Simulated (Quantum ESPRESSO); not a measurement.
# A series of single points on Hg

System: Hg (I4/mmm, 1 atom in the cell).
Method: Kohn-Sham DFT of a periodic cell, PBE, SSSP 1.3 efficiency PBE, no spin polarisation (Quantum ESPRESSO 7.5).

The 7 runs differ only in the geometry, by an even scaling of the cell at fixed fractional positions. The structure derives from a Materials Project entry.

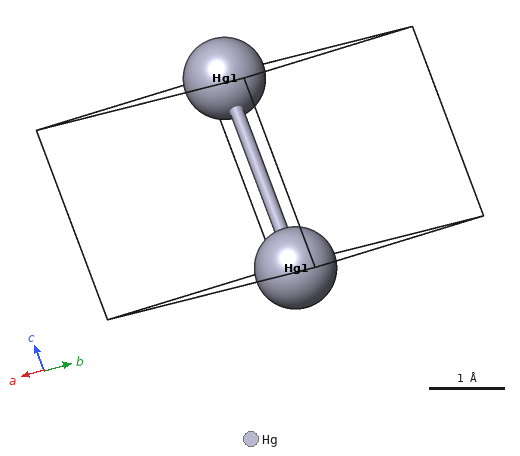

Figure 1. The structure of run 4 (ball-and-stick view of the cell of the calculation, seen at an oblique angle; atoms are numbered from 1 in the order of the input).

## Input of run 4
```
&CONTROL
  calculation = 'scf'
  prefix = 'pwscf'
  outdir = './tmp'
  pseudo_dir = './pseudo'
  tprnfor = .true.
  tstress = .true.
  disk_io = 'low'
/
&SYSTEM
  ibrav = 0
  nat = 1
  ntyp = 1
  ecutwfc = 60
  nbnd = 16
  occupations = 'smearing'
  smearing = 'fd'
  degauss = 0.00367493
/
&ELECTRONS
  conv_thr = 2d-10
  electron_maxstep = 120
  mixing_beta = 0.5
/
ATOMIC_SPECIES
Hg   200.5920 Hg_ONCV_PBE-1.0.oncvpsp.upf
CELL_PARAMETERS angstrom
  -1.8767364354    1.8767364354    1.9168448550
   1.8767364354   -1.8767364354    1.9168448550
   1.8767364354    1.8767364354   -1.9168448550
ATOMIC_POSITIONS crystal
Hg     0.5000000000    0.5000000000    0.0000000000
K_POINTS automatic
10 10 10 0 0 0
```

## File pp_density.in of run 4
```
&INPUTPP
  prefix = 'pwscf'
  outdir = './tmp'
  filplot = 'density.dat'
  plot_num = 0
/
&PLOT
  nfile = 1
  filepp(1) = 'density.dat'
  iflag = 3
  output_format = 6
  fileout = 'density.cube'
/
```

## File pp_potential.in of run 4
```
&INPUTPP
  prefix = 'pwscf'
  outdir = './tmp'
  filplot = 'potential.dat'
  plot_num = 11
/
&PLOT
  nfile = 1
  filepp(1) = 'potential.dat'
  iflag = 3
  output_format = 6
  fileout = 'potential.cube'
/
```

## File pp_elf.in of run 4
```
&INPUTPP
  prefix = 'pwscf'
  outdir = './tmp'
  filplot = 'elf.dat'
  plot_num = 8
/
&PLOT
  nfile = 1
  filepp(1) = 'elf.dat'
  iflag = 3
  output_format = 6
  fileout = 'elf.cube'
/
```

Command:
```bash
OMP_NUM_THREADS=1 pw.x -in pw.in > pw.out
OMP_NUM_THREADS=1 pp.x -in pp_density.in > pp_density.out
OMP_NUM_THREADS=1 pp.x -in pp_potential.in > pp_potential.out
OMP_NUM_THREADS=1 pp.x -in pp_elf.in > pp_elf.out
```

Lattice vectors (Å) and fractional positions of run 4:
```
  -1.876736    1.876736    1.916845
   1.876736   -1.876736    1.916845
   1.876736    1.876736   -1.916845
Hg  0.500000  0.500000  0.000000
```

Run 3 has the same physical settings and fractional positions; its lattice vectors (Å) are:
```
  -1.864141    1.864141    1.903980
   1.864141   -1.864141    1.903980
   1.864141    1.864141   -1.903980
```

## Results, with one run withheld

```tsv
run	volume per atom (Å³)	free energy per atom, from the lowest run given (meV)	pressure (GPa)
1	25.385	26.04	2.48
2	25.925	18.36	1.93
3	26.465	?	?
4	27.006	7.53	1.15
5	27.546	3.91	0.81
6	28.086	1.42	0.48
7	28.626	0.00	0.20
```

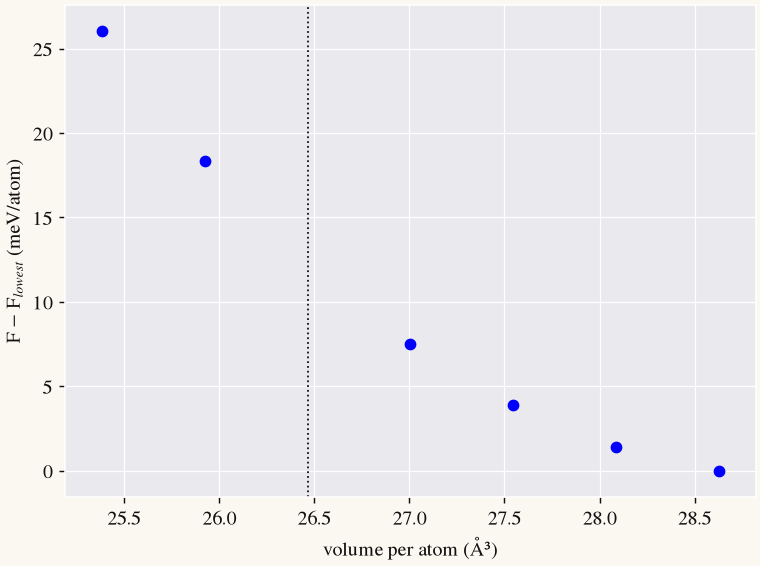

Figure 2. Free energy per atom of the runs given; the dotted line marks run 3.

Fit the runs given and predict run 3.

A cubic polynomial in V^(−2/3) (the Birch–Murnaghan form), fitted to the 6 runs given, misses them by at most 0.05 meV per atom. With x = V^(−2/3) − 0.11096 Å⁻², it reads F = 7.1081 + 2734.6 x + 2.4524e+05 x² + 5.654e+05 x³ (meV per atom). At run 3 it gives 12.27 meV per atom, and the run itself gives 12.30. The slope of the fit gives a pressure −dF/dV of 1.61 GPa there, and the run prints 1.51 GPa. The two needn't agree exactly: the fit is approximate, and the printed stress is taken on a finite basis. The fit has no minimum inside this range.

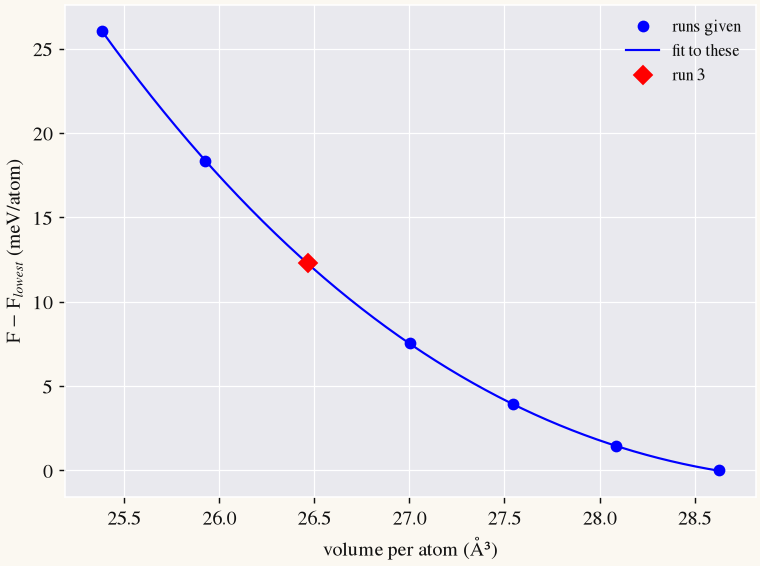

Figure 3. The fit and the withheld run.

## Some lines of the output (run 3)
```
[...]
     number of k points=   102  Fermi-Dirac smearing, width (Ry)=  0.0037
     total energy              =    -310.13936496 Ry
     total energy              =    -310.14053614 Ry
     total energy              =    -310.14057461 Ry
     total energy              =    -310.14058141 Ry
     total energy              =    -310.14058054 Ry
     total energy              =    -310.14058259 Ry
     total energy              =    -310.14058264 Ry
     total energy              =    -310.14058265 Ry
     the Fermi energy is    12.6655 ev
!    total energy              =    -310.14058265 Ry
     The total energy is F=E-TS. E is the sum of the following terms:
     Computing stress (Cartesian axis) and pressure
          total   stress  (Ry/bohr**3)                   (kbar)     P=       15.11
```

Notes: Spin–orbit coupling is left out, which matters for Hg.
